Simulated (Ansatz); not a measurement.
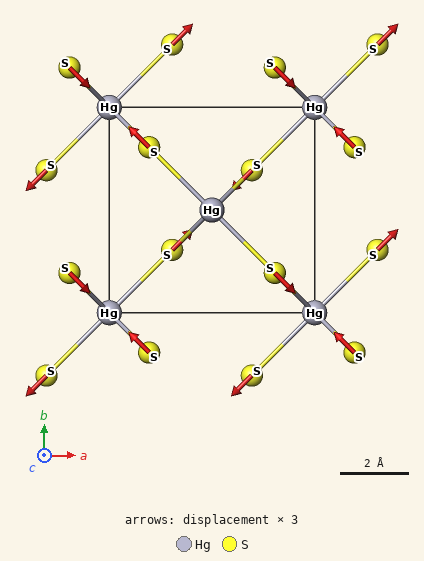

This is a relaxation of solid HgS₂ (built on the rutile_136 type) (coarse preliminary run). The starting structure is drawn; red arrows show the displacements (the part carried along by the change of the cell is left out), magnified 3 times.

Style: ball-and-stick. Shown: the cell of the calculation, along the c axis.

Case: rutile type (P4_2/mnm, No. 136).

All numbers below come from DFT r2SCAN, scalar-relativistic, plane waves, PAW (Ansatz 0.2.0). Settings: plane-wave cutoff 500 eV; k-point mesh 4 × 4 × 4; occupations gaussian; smearing width 0.1 eV; no spin polarisation; cell and atoms relaxed; force threshold 0.04 eV/Å; at most 70 steps.

> Which element moves most?

Sulfur: up to 0.29 Å, against 0.00 Å for mercury.

> What did the optimiser do to the structure, and how much energy did it gain?

The largest moves relative to the cell, 0.29 Å, are those of S atoms. Hg stays in place. The volume changes by +18.5 %, with a = b 6.052 → 6.823 Å (+12.7 %), c 3.898 → 3.634 Å (−6.8 %). Some distances before and after: Hg–S 2.619 → 3.245 Å, Hg–S 2.560 → 2.408 Å. The space group stays P4_2/mnm (No. 136). Over 6 accepted moves (7 points after the start) the energy falls by 105 meV per atom. The largest force component goes from 0.52 to 0.011 eV/Å. Pressure: −1.22 GPa at the start and 0.00 GPa at the end. The SCF was repeated once at an unchanged geometry on a basis and grid sized afresh for the cell, which shifted the energy by 1.4 meV per atom at most. Cost: 2.3 min on 1 thread of Arm Neoverse V1 (shared host), peak memory 0.73 GiB.
